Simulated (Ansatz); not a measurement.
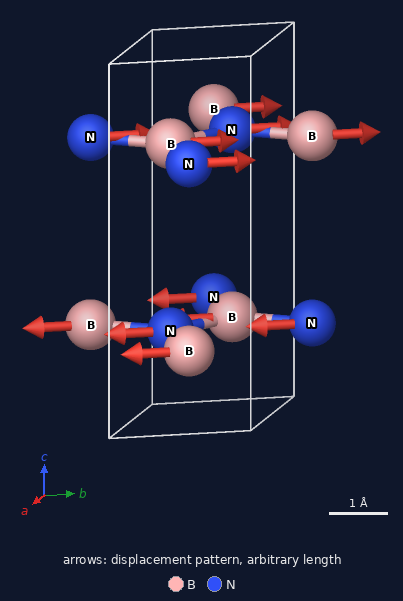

One vibrational mode of crystalline BN at the zone centre. Displacements are drawn as red arrows; their common scale and sign are arbitrary. A ball-and-stick model of the cell of the calculation, seen slightly off an axis.

Level of theory: Ansatz, DFT PBE, scalar-relativistic, plane waves, PAW.

Input
```yaml
crystal:
  lattice:
    - [2.5039917043, 0.0, 0.0]
    - [-1.2519958522, 2.1685204268, 0.0]
    - [0.0, 0.0, 6.6612]
  atoms:
    - { symbol: B, position: [0.3333333333, 0.6666666667, 0.25] }
    - { symbol: B, position: [0.6666666667, 0.3333333333, 0.75] }
    - { symbol: "N", position: [0.3333333333, 0.6666666667, 0.75] }
    - { symbol: "N", position: [0.6666666667, 0.3333333333, 0.25] }
basis:
  ecutwfc: 420
kpoints:
  mp_grid: { grid: [12, 12, 4] }
hamiltonian:
  xc: pbe
scf:
  occupations: { method: gaussian, width: 0.05 }
output:
  eigenvalues: true
phonons:
  method: fd
  supercell: [1, 1, 1]
  amplitude: 0.02
  eigenvectors: true
  dielectric: false
```

Launched with:
```bash
ansatz run input.yaml --threads 2 --pin off --max-ram 5120MiB --backend cpu --events-out ev --progress --plain --runs-dir out
```

Frequencies are those without the non-analytic (LO–TO) term.

Q: Describe the mode and give its frequency.

A: This is the E₂g mode (doubly degenerate; one member of the set is drawn) at 45 cm⁻¹, the lowest optical level, Raman-active by symmetry. All motion is along b; whole layers move rigidly against one another; the kinetic energy is shared as N 56 %, B 44 %.

Limits of the set-up: layers or molecules are held without a dispersion correction, so their spacing is unreliable.
